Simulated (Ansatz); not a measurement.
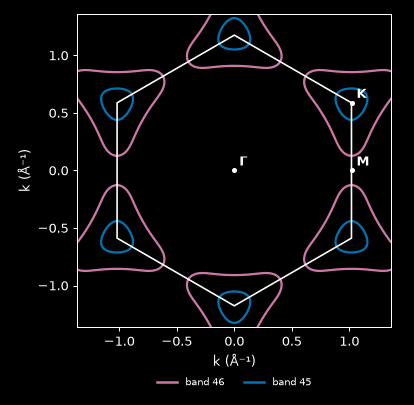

Constant-energy contours of one free-standing Te2Mo layer cut from the bulk crystal (space group of the slab cell P-6m2), 0.30 eV below the valence-band maximum (one colour a band).

These are results of DFT PBE, spin-orbit coupling, plane waves, PAW; levels and slopes on a dense k mesh at the converged density in Ansatz 0.2.0, not measurements. Non-magnetic. The levels come from a k mesh of 42×42×1 points. Cell and positions as given, without relaxation. The cell comes from a database of computed structures, not from a measurement.

Masses come from a second pass at points close to the extrema; at the energies drawn a band may no longer be parabolic.

Describe the band extrema that these surfaces surround.

Band 46 forms the valence edge; band 45 begins 0.22 eV lower (at K). Within this energy: two equivalent maxima at K, mass 0.57 mₑ in all directions. Further from the edge, not drawn: one maximum at Γ, 0.47 eV below the edge, where the band is nearly flat.

And the gap?

The gap is direct, 0.91 eV at this level of theory, which underestimates gaps and can reorder valleys that lie close.
